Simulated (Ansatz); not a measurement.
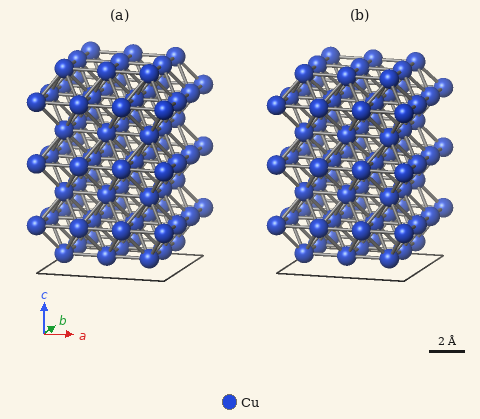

The structure of a slab of composition Cu before (left) and after (right) a constrained relaxation, at one scale.

The picture is a ball-and-stick view of the 3 × 3 repeat of the cell, outlined in the plane, without the vacuum, seen slightly off an axis.

The slab is the (1 0 0) face of Cu. The run lets the atoms move in a fixed cell, from this start: the (1 0 0) slab of Cu, cut from the database cell, not relaxed. 3 atoms are held fixed.

Level of theory: Kohn-Sham DFT of a periodic cell, PBEsol, Ansatz PAW in Ansatz.

The input:
```yaml
crystal:
  lattice:
    - [2.556191014, 0.0, 0.0]
    - [0.0, 2.556191014, 0.0]
    - [0.0, 0.0, 25.845]
  atoms:
    - { symbol: Cu, position: [0.5, 0.5, 0.2901915264] }
    - { symbol: Cu, position: [0.0, 0.0, 0.3601276843] }
    - { symbol: Cu, position: [0.5, 0.5, 0.4300638421] }
    - { symbol: Cu, position: [0.0, 0.0, 0.5] }
    - { symbol: Cu, position: [0.5, 0.5, 0.5699361579] }
    - { symbol: Cu, position: [0.0, 0.0, 0.6398723157] }
    - { symbol: Cu, position: [0.5, 0.5, 0.7098084736] }
hamiltonian:
  xc: pbesol
  pseudopotentials: { kind: paw }
kpoints:
  mp_grid: { grid: [10, 10, 1] }
scf:
  occupations: { method: fermi_dirac, width: 0.05 }
output:
  forces: true
  eigenvalues: true
  write_density: true
  write_potential: true
  elf: true
  volumetric_format: npy
relax:
  f_tol: 0.02
  max_steps: 40
  constraints: [{ sites: [0, 1, 2] }]
efield:
  axis: 3
  dipole_correction: true
  ramp_width: 0.04
```

Run as
```bash
ansatz run input.yaml --threads 4 --pin off --max-ram 11264MiB --backend cpu --events-out ev --progress --plain --runs-dir out
```

Summarise the run.

Answer. The atom that moves furthest is a Cu atom (0.30 Å along the normal (−c)). The cell doesn't change. Near-neighbour distances that change, for instance: Cu–Cu 2.556 → 2.473 Å, Cu–Cu 2.556 → 2.512 Å. The energy falls by 54.8 meV per cell of the calculation in 3 geometry steps. Largest force component: 0.47 eV/Å at the start, 0.00065 eV/Å at the end. The run took 53 s on 4 threads of Arm Neoverse V2, with other jobs on the host, peak memory 0.68 GiB.
